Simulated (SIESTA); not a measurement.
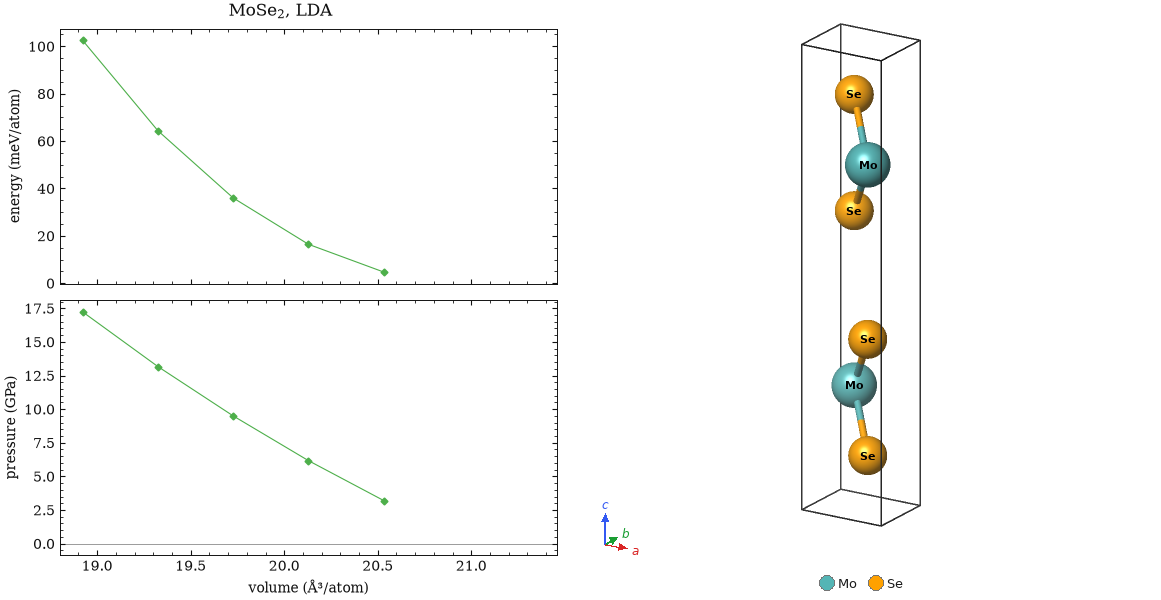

The figure shows the energy and pressure against volume for MoSe₂, space group P6_3/mmc (No. 194). The conventional cell is drawn beside the plot.

Cell as given: a = 3.288 Å, b = 3.288 Å, c = 12.900 Å, α = 90.00°, β = 90.00°, γ = 120.00°; 6 atoms.

Calculation (SIESTA 5.4.2): DFT in numerical atomic orbitals with pseudopotentials, no spin polarisation; energies at scaled volumes of the given cell, shape and fractions fixed, counted from the fit's minimum, third-order Birch-Murnaghan fit. Level: LDA.

- k mesh: 7×7×2
- occupations: Fermi–Dirac
- smearing width: 0.05 eV
- potentials: PseudoDojo 0.4 standard, converted to PSML, two zetas on semicore shells
- program settings: basis DZP, mesh cutoff 800 Ry

The points at volume 20.93 Å³/atom and 21.34 Å³/atom are left out of the plot. What values does the calculation give there?

| volume (Å³/atom) | energy (meV/atom) | pressure (GPa) |
| --- | --- | --- |
| 20.93 | 0 | 0.53 |
| 21.34 | 2 | −1.90 |

Limits of the calculation: mulliken charges of long orbitals; shape and atomic fractions are frozen while scaling, which makes layered, chain and framework solids too stiff.
